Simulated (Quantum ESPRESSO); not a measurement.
**Energy of KI along an even scaling of the cell**

System: KI (2 atoms in the cell).
Method: Kohn-Sham DFT of a periodic cell, PBE, SSSP 1.3 efficiency PBE, no spin polarisation (Quantum ESPRESSO 7.5).

The 7 runs differ only in the geometry, by an even scaling of the cell at fixed fractional positions. The structure derives from an entry of the Crystallography Open Database.

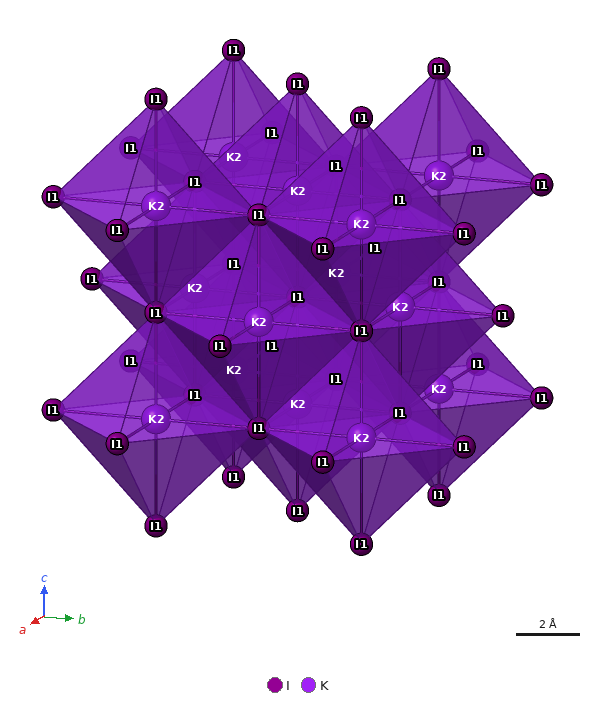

Figure 1. The structure of run 4 (polyhedral view of the cell 4 times as large as that of the calculation, set on its symmetry axes, seen slightly off an axis; polyhedra are completed across the faces of the cell; atoms are numbered from 1 in the order of the input).

## Input of run 4
```
&CONTROL
  calculation = 'scf'
  prefix = 'pwscf'
  outdir = './tmp'
  pseudo_dir = './pseudo'
  tprnfor = .true.
  tstress = .true.
  disk_io = 'nowf'
/
&SYSTEM
  ibrav = 0
  nat = 2
  ntyp = 2
  ecutwfc = 60
  ecutrho = 480
  nbnd = 14
  occupations = 'smearing'
  smearing = 'fd'
  degauss = 0.00367493
/
&ELECTRONS
  conv_thr = 4d-10
  electron_maxstep = 120
  mixing_beta = 0.5
/
ATOMIC_SPECIES
I    126.9045 I.pbe-n-kjpaw_psl.0.2.UPF
K     39.0983 K.pbe-spn-kjpaw_psl.1.0.0.UPF
CELL_PARAMETERS angstrom
   0.0000000000    3.5327750000    3.5327750000
   3.5327750000    0.0000000000    3.5327750000
   3.5327750000    3.5327750000    0.0000000000
ATOMIC_POSITIONS crystal
I      0.5000000000    0.5000000000    0.5000000000
K      0.0000000000    0.0000000000    0.0000000000
K_POINTS automatic
7 7 7 0 0 0
```

Command:
```bash
OMP_NUM_THREADS=1 pw.x -in pw.in > pw.out
```

Lattice vectors (Å) and fractional positions of run 4:
```
   0.000000    3.532775    3.532775
   3.532775    0.000000    3.532775
   3.532775    3.532775    0.000000
I   0.500000  0.500000  0.500000
K   0.000000  0.000000  0.000000
```

Run 2 differs from it as follows:
```diff
-   0.0000000000    3.5327750000    3.5327750000
-   3.5327750000    0.0000000000    3.5327750000
-   3.5327750000    3.5327750000    0.0000000000
+   0.0000000000    3.4850289444    3.4850289444
+   3.4850289444    0.0000000000    3.4850289444
+   3.4850289444    3.4850289444    0.0000000000
```

## Results, with one run withheld

```tsv
run	volume per atom (Å³)	free energy per atom, from the lowest run given (meV)	pressure (GPa)	gap on the mesh (eV)
1	41.445	20.68	1.51	4.11
2	42.327	?	?	?
3	43.209	7.65	0.85	4.01
4	44.091	3.69	0.56	3.96
5	44.973	1.19	0.31	3.92
6	45.854	0.01	0.09	3.87
7	46.736	0.00	−0.11	3.83
```

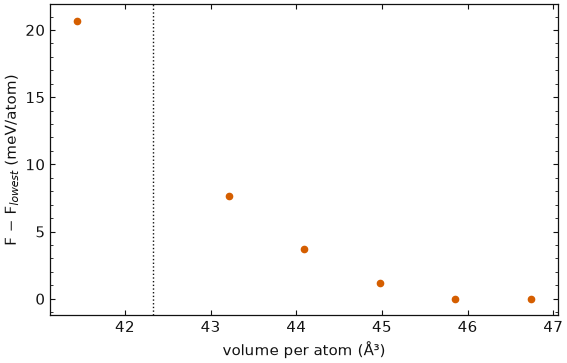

Figure 2. Free energy per atom of the runs given; the dotted line marks run 2.

What should run 2 give?

A cubic polynomial in V^(−2/3) (the Birch–Murnaghan form), fitted to the 6 runs given, misses them by under 0.01 meV per atom. With x = V^(−2/3) − 0.07984 Å⁻², it reads F = 2.8831 + 2659.1 x + 5.9205e+05 x² + 2.7621e+06 x³ (meV per atom). At run 2 it gives 13.25 meV per atom, and the run itself gives 13.25. The slope of the fit gives a pressure −dF/dV of 1.18 GPa there, and the run prints 1.16 GPa. The fit has its minimum at 46.298 Å³ per atom, where V d²F/dV² gives 10.6 GPa: the bulk modulus at this level, since symmetry fixes the shape and the positions. The gap on the mesh goes, without turning, from 4.11 eV in run 1 to 3.83 eV in run 7; run 2 has 4.06 eV. These are gaps of this functional on this mesh, which can miss the band edges; they aren't the measured gap.

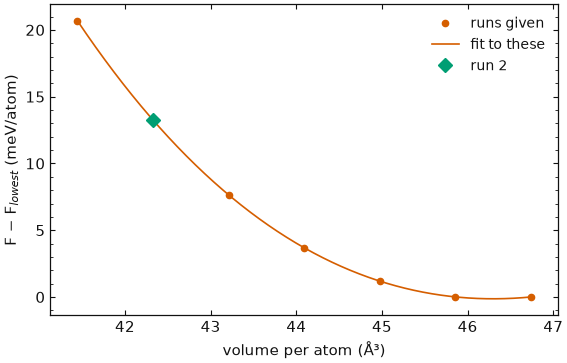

Figure 3. The fit and the withheld run.

## Some lines of the output (run 2)
```
[...]
     unit-cell volume          =     571.2757 (a.u.)^3
     number of k points=    20  Fermi-Dirac smearing, width (Ry)=  0.0037
     total energy              =    -492.13797194 Ry
     total energy              =    -492.14226202 Ry
     total energy              =    -492.14258175 Ry
     total energy              =    -492.14262830 Ry
     total energy              =    -492.14263072 Ry
     total energy              =    -492.14263085 Ry
     total energy              =    -492.14263086 Ry
     the Fermi energy is     4.7958 ev
!    total energy              =    -492.14263087 Ry
     The total energy is F=E-TS. E is the sum of the following terms:
     Computing stress (Cartesian axis) and pressure
          total   stress  (Ry/bohr**3)                   (kbar)     P=       11.61
```
